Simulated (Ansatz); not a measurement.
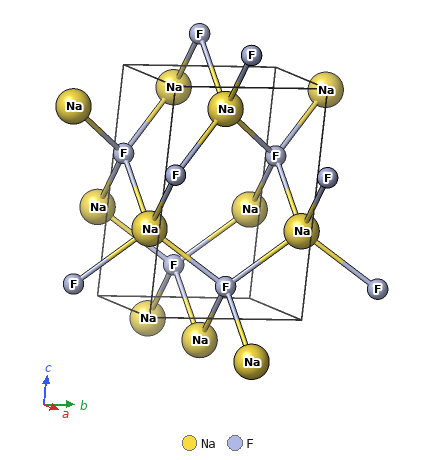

Ball-and-stick drawing of the structure, looking slightly off an axis. The edges of the cell (the run's own, in a reduced setting) are marked. Outside the box, the atoms bonded to those within are drawn.

```
CELL_PARAMETERS angstrom
3.30038 0.00000 0.00000
1.65019 3.17454 0.00000
1.65019 0.00000 5.74238
ATOMIC_POSITIONS crystal
Na 0.81649 0.00000 0.36701
Na 0.56649 0.50000 0.86701
F 0.18350 0.00000 0.63299
F 0.93350 0.50000 0.13299
```

Setup: DFT PBE, scalar-relativistic, plane waves, PAW (Ansatz 0.2.0); plane waves to 420 eV, k-points about 0.28 Å⁻¹ apart, Gaussian smearing of 0.02 eV, no spin polarisation.

### What net charge does each kind of atom have (Bader)?

Na +0.88 e; F -0.88 e. The transfer is large, as in an ionic solid.

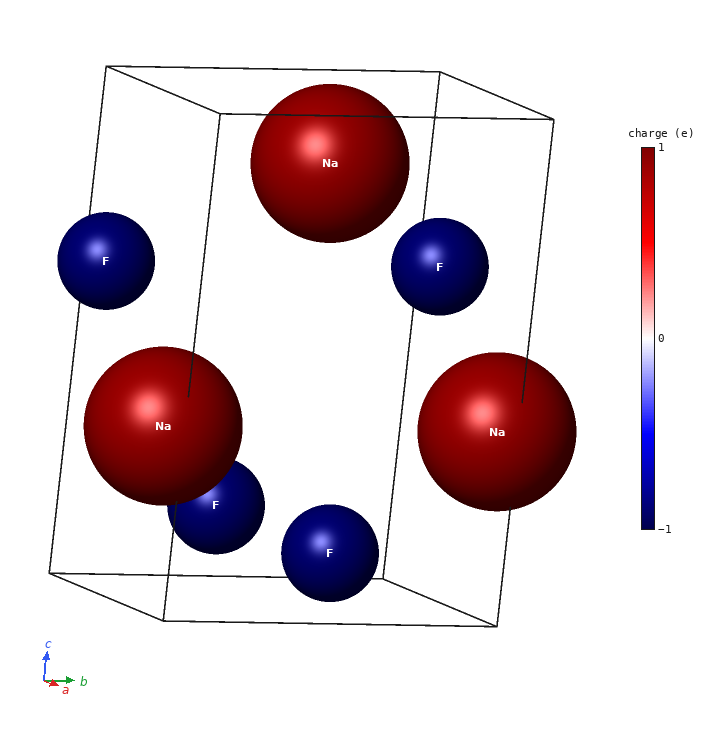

The atoms coloured by those charges.

It goes back to a structure type filled with these elements by a generator (whether the compound takes this form wasn't checked). Earlier steps of the study may have refined or changed the cell and positions. Ansatz was used for an electronic-structure calculation on it.
